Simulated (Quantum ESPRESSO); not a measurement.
System: PbS (space group Fm-3m).

Computed with Quantum ESPRESSO 7.5: plane-wave DFT, no spin polarisation; energies at scaled volumes of the given cell, shape and fractions fixed, counted from the fit's minimum, third-order Birch-Murnaghan fit. All runs: no spin polarisation.

- k mesh: 8×8×8
- occupations: Fermi–Dirac
- smearing width: 0.05 eV
- wave cutoff: 761.9 eV
- density cutoff: 3048 eV

Settings that differ: PBE + D3(BJ): potentials PseudoDojo-0.4.1-SR-PBE-standard; LDA: potentials PseudoDojo-0.4.1-SR-LDA-standard; rev-vdW-DF2: potentials PseudoDojo-0.4.1-SR-PBE-standard; PBEsol: potentials PseudoDojo-0.4.1-SR-PBEsol-standard.

Predict the pressure against volume, with one curve for each functional. The cases: PBE + D3(BJ); LDA; rev-vdW-DF2; PBEsol.

The fitted equilibrium volumes, smallest first, are LDA 24.951, PBEsol 25.719, PBE + D3(BJ) 26.219, rev-vdW-DF2 26.626 Å³/atom. The fitted bulk moduli, smallest first, are rev-vdW-DF2 55.9, PBE + D3(BJ) 56.9, PBEsol 59.4, LDA 63.8 GPa. For PBE + D3(BJ), the pressure falls from 4.38 GPa at volume 24.52 Å³/atom to −2.68 GPa at 27.65 Å³/atom, and changes sign near 26.22 Å³/atom. For LDA, the pressure falls from 1.14 GPa at volume 24.52 Å³/atom to −5.32 GPa at 27.65 Å³/atom, and changes sign near 24.95 Å³/atom. For rev-vdW-DF2, the pressure falls from 5.45 GPa at volume 24.52 Å³/atom to −1.95 GPa at 27.65 Å³/atom, and changes sign near 26.62 Å³/atom.

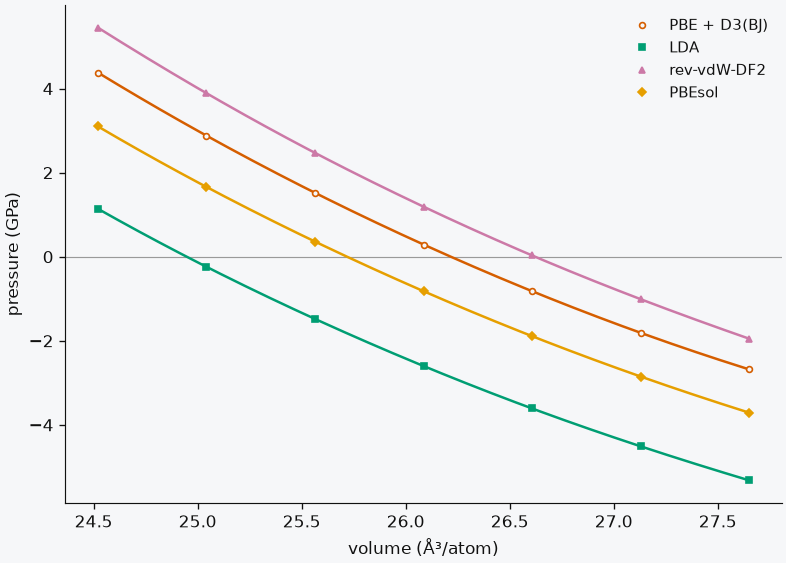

Caveats: potentials made for another functional (rev-vdW-DF2); spin-orbit coupling left out, heavy elements.
